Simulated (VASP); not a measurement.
**Run report: CdS, optical-spectrum calculation (part 1 of 3)**

- system: CdS (4 atoms in the cell)
- method: Kohn-Sham DFT of a periodic cell, PBE, VASP PAW PBE potentials, recommended, no spin polarisation (VASP 6.6.1)

The structure derives from an entry of the Crystallography Open Database.

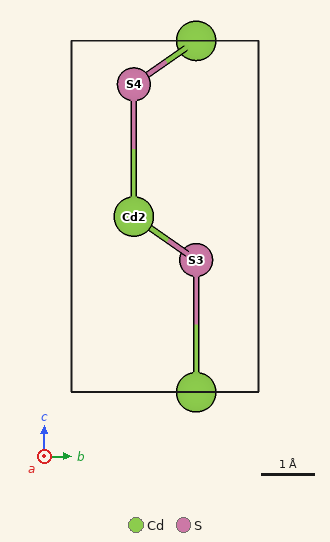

**Figure 1.** The structure (ball-and-stick view of the cell of the calculation, along the a axis; atoms are numbered from 1 in the order of the input). An atom can appear more than once, as a periodic image.

### INCAR
```
PREC = Accurate
ENCUT = 520
EDIFF = 1E-6
ISMEAR = 0
SIGMA = 0.03
LREAL = False
LASPH = True
NELM = 80
ALGO = Fast
ISIF = 2
LWAVE = False
LCHARG = False
GGA = PE
LOPTICS = True
NBANDS = 50
NEDOS = 2000
CSHIFT = 0.05
KPAR = 2
```

### KPOINTS
```
regular mesh
0
Gamma
  9 9 4
```

### POSCAR
```
CdS                                     
1.0
    4.1314640066      0.0000000000     -0.0000000000
   -2.0657320033      3.5779527845     -0.0000000000
   -0.0000000000      0.0000000000      6.7246200047
  Cd              S             
     2     2
Direct
     0.3333333332999970    0.6666666667000030    0.9993194298706768
     0.6666666667000030    0.3333333332999970    0.4993194298706768
     0.3333333332999970    0.6666666667000030    0.3756805701293232
     0.6666666667000030    0.3333333332999970    0.8756805701293232
```

Machine: 2 threads of Intel Xeon @ 2.50GHz (Skylake/Cascade Lake), 176 GiB of memory available, shared host.

Launch command:
```bash
cat potpaw_PBE.64/Cd/POTCAR potpaw_PBE.64/S/POTCAR > POTCAR
mpirun -np 2 vasp_std > vasp.out
```

### OSZICAR
```
N       E                     dE             d eps       ncg     rms          rms(c)
DAV:   1     0.286253875385E+03    0.28625E+03   -0.15685E+04  3600   0.662E+02
DAV:   2     0.306011673018E+01   -0.28319E+03   -0.25331E+03  4156   0.203E+02
DAV:   3    -0.132193096058E+02   -0.16279E+02   -0.16093E+02  4344   0.522E+01
DAV:   4    -0.133338979053E+02   -0.11459E+00   -0.11453E+00  4176   0.439E+00
DAV:   5    -0.133347669365E+02   -0.86903E-03   -0.86900E-03  4244   0.348E-01    0.114E+01
RMM:   6    -0.123019457481E+02    0.10328E+01   -0.57331E-01  3849   0.241E+00    0.911E+00
RMM:   7    -0.122525440532E+02    0.49402E-01   -0.97705E-02  4016   0.995E-01    0.377E+00
RMM:   8    -0.122492408261E+02    0.33032E-02   -0.99493E-03  4340   0.496E-01    0.430E-01
RMM:   9    -0.122497380658E+02   -0.49724E-03   -0.18986E-03  4394   0.177E-01    0.144E-01
RMM:  10    -0.122500607321E+02   -0.32267E-03   -0.30766E-04  4246   0.742E-02    0.649E-02
RMM:  11    -0.122500831701E+02   -0.22438E-04   -0.62475E-05  4361   0.322E-02    0.698E-03
RMM:  12    -0.122500855253E+02   -0.23552E-05   -0.67719E-06  4493   0.109E-02    0.769E-03
RMM:  13    -0.122500857739E+02   -0.24858E-06   -0.17130E-06  3798   0.535E-03
   1 F= -.12250086E+02 E0= -.12250086E+02  d E =-.833483E-13
 imaginary and real dielectric function
```

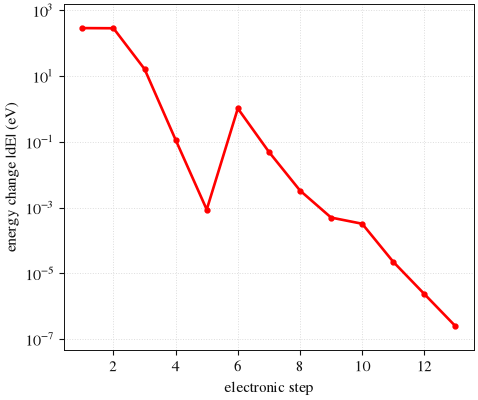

**Figure 2.** Convergence of the self-consistent field: energy change |dE| against the electronic step. It takes 13 electronic steps. The density is held fixed in the first few steps, and dE rises again when its update begins.

### Parts of OUTCAR
```
PREC = Accurate
   ENCUT = 520
   EDIFF = 1E-6
   ISMEAR = 0
   LREAL = False
   LASPH = True
   NELM = 80
   ISIF = 2
   GGA = PE

 ion  position               nearest neighbor table
   1  0.333  0.667  0.999-   4 2.53   4 2.53   4 2.53   3 2.53
   2  0.667  0.333  0.499-   3 2.53   3 2.53   3 2.53   4 2.53
   3  0.333  0.667  0.376-   2 2.53   2 2.53   2 2.53   1 2.53
   4  0.667  0.333  0.876-   1 2.53   1 2.53   1 2.53   2 2.53

  LATTYP: Found a hexagonal cell.
 ALAT       =     4.1314640066
 C/A-ratio  =     1.6276603146

  Lattice vectors:

 A1 = (   4.1314640066,   0.0000000000,   0.0000000000)
 A2 = (  -2.0657320033,   3.5779527845,   0.0000000000)
 A3 = (   0.0000000000,   0.0000000000,   6.7246200047)

Analysis of symmetry for initial positions (statically):
=====================================================================
 Subroutine PRICEL returns:
 Original cell was already a primitive cell.

 Routine SETGRP: Setting up the symmetry group for a
 hexagonal supercell.

 Subroutine GETGRP returns: Found 12 space group operations
 (whereof  6 operations were pure point group operations)
 out of a pool of 24 trial point group operations.

The static configuration has the point symmetry C_3v.
 The point group associated with its full space group is C_6v.

Analysis of symmetry for dynamics (positions and initial velocities):
=====================================================================
 Subroutine PRICEL returns:
 Original cell was already a primitive cell.

 Routine SETGRP: Setting up the symmetry group for a
 hexagonal supercell.

 Subroutine GETGRP returns: Found 12 space group operations
 (whereof  6 operations were pure point group operations)
 out of a pool of 24 trial point group operations.

The dynamic configuration has the point symmetry C_3v.
 The point group associated with its full space group is C_6v.

 Subroutine INISYM returns: Found 12 space group operations
 (whereof  6 operations are pure point group operations),
 and found     1 'primitive' translations

----------------------------------------------------------------------------------------

                                     Primitive cell

  volume of cell :      99.4046

  direct lattice vectors                    reciprocal lattice vectors
     4.131464007  0.000000000  0.000000000     0.242044950  0.139744717  0.000000000
    -2.065732003  3.577952784  0.000000000     0.000000000  0.279489434  0.000000000
     0.000000000  0.000000000  6.724620005     0.000000000  0.000000000  0.148707287

  length of vectors
     4.131464007  4.131464007  6.724620005     0.279489434  0.279489434  0.148707287

  position of ions in fractional coordinates (direct lattice)
     0.333333333  0.666666667  0.999319430
     0.666666667  0.333333333  0.499319430
     0.333333333  0.666666667  0.375680570
     0.666666667  0.333333333  0.875680570

  ion indices of the primitive-cell ions
   primitive index   ion index
                 1           1
                 2           2
                 3           3
                 4           4

----------------------------------------------------------------------------------------

 KPOINTS: regular mesh

Automatic generation of k-mesh.
 Grid dimensions read from file:
 generate k-points for:    9    9    4

 Generating k-lattice:

  Cartesian coordinates                     Fractional coordinates (reciprocal lattice)
     0.026893883  0.015527191  0.000000000     0.111111111 -0.000000000  0.000000000
     0.000000000  0.031054382  0.000000000     0.000000000  0.111111111  0.000000000
     0.000000000  0.000000000  0.037176822     0.000000000  0.000000000  0.250000000

  Length of vectors
     0.031054382  0.031054382  0.037176822

  Shift w.r.t. Gamma in fractional coordinates (k-lattice)
     0.000000000  0.000000000  0.000000000

 Subroutine IBZKPT returns following result:
 ===========================================

 Found     36 irreducible k-points:

 Following reciprocal coordinates:
            Coordinates               Weight
  0.000000  0.000000  0.000000      1.000000
  0.111111  0.000000  0.000000      6.000000
  0.222222  0.000000  0.000000      6.000000
  0.333333  0.000000  0.000000      6.000000
  0.444444  0.000000  0.000000      6.000000
  0.111111  0.111111  0.000000      6.000000
  0.222222  0.111111  0.000000     12.000000
  0.333333  0.111111  0.000000     12.000000
  0.444444  0.111111  0.000000      6.000000
  0.222222  0.222222  0.000000      6.000000
  0.333333  0.222222  0.000000     12.000000
  0.333333  0.333333  0.000000      2.000000
  0.000000  0.000000  0.250000      2.000000
  0.111111  0.000000  0.250000     12.000000
  0.222222  0.000000  0.250000     12.000000
  0.333333  0.000000  0.250000     12.000000
  0.444444  0.000000  0.250000     12.000000
  0.111111  0.111111  0.250000     12.000000
  0.222222  0.111111  0.250000     24.000000
  0.333333  0.111111  0.250000     24.000000
  0.444444  0.111111  0.250000     12.000000
  0.222222  0.222222  0.250000     12.000000
  0.333333  0.222222  0.250000     24.000000
  0.333333  0.333333  0.250000      4.000000
 [... further k-points ...]
   k-points           NKPTS =     36   k-points in BZ     NKDIM =     36   number of bands    NBANDS=     50
   number of dos      NEDOS =   2000   number of ions     NIONS =      4
   total plane-waves  NPLWV =  51200
   dimension x,y,z NGX =    32 NGY =   32 NGZ =   50
   dimension x,y,z NGXF=    64 NGYF=   64 NGZF=  100
   ions per type =               2   2
   NGX,Y,Z   is equivalent  to a cutoff of  12.88, 12.88, 12.36 a.u.
   NGXF,Y,Z  is equivalent  to a cutoff of  25.75, 25.75, 24.72 a.u.
 SYSTEM =  unknown system
   PREC   = accura    normal or accurate (medium, high low for compatibility)
   ISTART =      0    job   : 0-new  1-cont  2-samecut
   ICHARG =      2    charge: 1-file 2-atom 10-const
   ISPIN  =      1    spin polarized calculation?
   LNONCOLLINEAR =      F non collinear calculations
   LSORBIT =      F    spin-orbit coupling
   LASPH  =      T    aspherical Exc in radial PAW
   ENCUT  =  520.0 eV  38.22 Ry    6.18 a.u.   7.68  7.68 12.50*2*pi/ulx,y,z
   NELM   =     80;   NELMIN=  2; NELMDL= -5     # of ELM steps
   EDIFF  = 0.1E-05   stopping-criterion for ELM
   LREAL  =      F    real-space projection
   EDIFFG = 0.1E-04   stopping-criterion for IOM
   NSW    =      0    number of steps for IOM
   IBRION =     -1    ionic relax: 0-MD 1-quasi-New 2-CG
   NFREE  =      0    steps in history (QN), initial steepest desc. (CG)
   ISIF   =      2    stress and relaxation
   ISYM   =      2    0-nonsym 1-usesym 2-fastsym
   POTIM  = 0.5000    time-step for ionic-motion
   TEBEG  =    0.0;   TEEND  =   0.0 temperature during run
   PSTRESS=    0.0 pullay stress
   NELECT =      36.0000    total number of electrons
   NUPDOWN=      -1.0000    fix difference up-down
   EMIN   =  10.00;   EMAX   =-10.00  energy-range for DOS
   EFERMI =   0.00;   METHOD = LEGACY
   ISMEAR =     0;   SIGMA  =   0.03  broadening in eV -4-tet -1-fermi 0-gaus
   EFERMI_NEDOS =   21; number of points for ismear=-14 and -15
   IALGO  =     68    algorithm
   IMIX   =      4    mixing-type and parameters
     AMIX     =   0.40;   BMIX     =  1.00
     AMIX_MAG =   1.60;   BMIX_MAG =  1.00
  volume/ion in A,a.u.               =      24.85       167.70
  Fermi-wavevector in a.u.,A,eV,Ry     =   1.166918  2.205155 18.527011  1.361697
  Thomas-Fermi vector in A             =   2.303425
   LORBIT       =      0    0 simple, 1 ext, 2 COOP (PROOUT), +10 PAW based schemes
   GGA     = PE    functional components
   LHFCALC =     F    Hartree Fock is set to
   AEXX    =    0.0000 exact exchange contribution
   IVDW    =     0    specifies the selected vdW correction
   LEPSILON=     F    determine dielectric tensor
   LRPA    =     F    only Hartree local field effects (RPA)
 non-spin polarized calculation
 RMM-DIIS sequential band-by-band and
 Gauss-broadening in eV      SIGMA  =   0.03
  energy-cutoff  :      520.00
  volume of cell :       99.40
 maximum number of plane-waves:      2719
 NGX is ok and might be reduce to    32
   NGX = 15   NGY = 15   NGZ = 25

 number of electron      35.9999995 magnetization

 Free energy of the ion-electron system (eV)
  ---------------------------------------------------
  ext. energy  EPLUGINS =         0.00000000
  ---------------------------------------------------
  free energy    TOTEN  =       -12.25008577 eV

  energy without entropy =      -12.25008577  energy(sigma->0) =      -12.25008577

 E-fermi :   1.4350     XC(G=0):  -9.1356     alpha+bet : -7.0774

 val. band max:        1.2977245918   @ k =   0.0000   0.0000   0.0000
 cond. band min:       2.5215712423   @ k =   0.0000   0.0000   0.0000
 fundamental gap:      1.2238466505
 Fermi energy:         1.4350355135

 k-point     1 :       0.0000    0.0000    0.0000
  band No.  band energies     occupation
      1     -11.0654      2.00000
      2     -10.6348      2.00000
      3      -6.4044      2.00000
      4      -6.3967      2.00000
      5      -6.3967      2.00000
      6      -6.3121      2.00000
      7      -6.3121      2.00000
      8      -5.9797      2.00000
      9      -5.9797      2.00000
     10      -5.8878      2.00000
     11      -5.8878      2.00000
     12      -5.5455      2.00000
     13      -3.0816      2.00000
     14       0.5395      2.00000
     15       0.5395      2.00000
     16       1.2513      2.00000
     17       1.2977      2.00000
     18       1.2977      2.00000
     19       2.5216      0.00000
     20       4.1021      0.00000
     21       7.7792      0.00000
     22       7.7792      0.00000
     23       8.0782      0.00000
     24       8.8892      0.00000
     25       8.8892      0.00000
     26       9.0167      0.00000
     27      11.2145      0.00000
     28      11.2145      0.00000
     29      11.9264      0.00000
     30      12.9334      0.00000

 k-point     2 :       0.1111    0.0000    0.0000
  band No.  band energies     occupation
      1     -11.0214      2.00000
      2     -10.6154      2.00000
      3      -6.3911      2.00000
      4      -6.3785      2.00000
      5      -6.3633      2.00000
      6      -6.2915      2.00000
      7      -6.2867      2.00000
      8      -5.9895      2.00000
      9      -5.9799      2.00000
     10      -5.9073      2.00000
     11      -5.8839      2.00000
     12      -5.5150      2.00000
     13      -2.9957      2.00000
     14       0.0374      2.00000
     15       0.3854      2.00000
     16       0.6025      2.00000
     17       1.1627      2.00000
     18       1.2096      2.00000
     19       3.1911      0.00000
     20       4.5785      0.00000
     21       7.3651      0.00000
     22       7.9678      0.00000
     23       8.2457      0.00000
     24       8.6054      0.00000
     25       8.9015      0.00000
     26       9.1581      0.00000
     27      10.4884      0.00000
     28      11.0143      0.00000
     29      12.9523      0.00000
     30      13.1069      0.00000

 k-point     3 :       0.2222    0.0000    0.0000
  band No.  band energies     occupation
      1     -10.9064      2.00000
      2     -10.5693      2.00000
      3      -6.3522      2.00000
      4      -6.3372      2.00000
      5      -6.2725      2.00000
      6      -6.2217      2.00000
      7      -6.2204      2.00000
      8      -6.0131      2.00000
      9      -5.9714      2.00000
     10      -5.9400      2.00000
     11      -5.8744      2.00000
     12      -5.4426      2.00000
     13      -2.7794      2.00000
     14      -0.9226      2.00000
     15      -0.4076      2.00000
     16       0.0309      2.00000
     17       0.8926      2.00000
     18       0.9827      2.00000
     19       4.1013      0.00000
     20       5.2512      0.00000
     21       6.8709      0.00000
     22       7.8350      0.00000
     23       8.3048      0.00000
     24       8.7323      0.00000
     25       9.1152      0.00000
     26       9.8637      0.00000
     27       9.8668      0.00000
     28      11.0791      0.00000
     29      12.8723      0.00000
     30      13.8839      0.00000

 k-point     4 :       0.3333    0.0000    0.0000
  band No.  band energies     occupation
      1     -10.7657      2.00000
      2     -10.5260      2.00000
      3      -6.3187      2.00000
      4      -6.3014      2.00000
      5      -6.1782      2.00000
      6      -6.1484      2.00000
      7      -6.0801      2.00000
      8      -6.0297      2.00000
      9      -5.9433      2.00000
     10      -5.9181      2.00000
     11      -5.8619      2.00000
     12      -5.3684      2.00000
     13      -2.6490      2.00000
     14      -1.6736      2.00000
     15      -1.2440      2.00000
     16      -0.3315      2.00000
     17       0.4728      2.00000
     18       0.7268      2.00000
     19       4.7464      0.00000
     20       5.3085      0.00000
     21       6.6759      0.00000
     22       7.5195      0.00000
     23       8.3955      0.00000
     24       9.1398      0.00000
     25       9.6342      0.00000
     26      10.1530      0.00000
     27      10.8681      0.00000
     28      11.9570      0.00000
     29      12.4815      0.00000
     30      13.6093      0.00000

 k-point     5 :       0.4444    0.0000    0.0000
  band No.  band energies     occupation
      1     -10.6611      2.00000
      2     -10.5103      2.00000
      3      -6.3047      2.00000
      4      -6.2856      2.00000
      5      -6.1141      2.00000
      6      -6.1028      2.00000
      7      -6.0701      2.00000
      8      -6.0210      2.00000
      9      -5.9125      2.00000
     10      -5.8512      2.00000
     11      -5.6790      2.00000
     12      -5.3979      2.00000
     13      -2.8069      2.00000
     14      -2.1445      2.00000
     15      -1.3862      2.00000
     16      -0.5528      2.00000
     17       0.0703      2.00000
     18       0.5628      2.00000
     19       5.0036      0.00000
     20       5.2021      0.00000
     21       6.4397      0.00000
     22       7.6657      0.00000
     23       8.3430      0.00000
     24       9.3841      0.00000
     25       9.7279      0.00000
     26      11.2404      0.00000
     27      11.8853      0.00000
     28      12.6657      0.00000
     29      13.1569      0.00000
     30      13.2835      0.00000

 [... the levels of 18 k-points are left out ...]

 k-point    24 :       0.3333    0.3333    0.2500
  band No.  band energies     occupation
      1     -10.5402      2.00000
      2     -10.5402      2.00000
      3      -6.2933      2.00000
      4      -6.1858      2.00000
      5      -6.1858      2.00000
      6      -6.1121      2.00000
      7      -5.9810      2.00000
      8      -5.9810      2.00000
      9      -5.9663      2.00000
     10      -5.9341      2.00000
     11      -5.3973      2.00000
     12      -5.3973      2.00000
     13      -2.5813      2.00000
     14      -2.5813      2.00000
     15      -1.6188      2.00000
     16      -0.6040      2.00000
     17      -0.1845      2.00000
     18      -0.1845      2.00000
     19       6.0980      0.00000
     20       6.0980      0.00000
     21       6.3930      0.00000
     22       8.0725      0.00000
     23       8.0725      0.00000
     24       8.2499      0.00000
     25      10.6443      0.00000
     26      10.7726      0.00000
     27      10.7726      0.00000
     28      11.3322      0.00000
     29      12.7521      0.00000
     30      12.7521      0.00000

 [... further k-points ...]

 [bands above 30 left out]

------------------------ aborting loop because EDIFF is reached ----------------------------------------
```
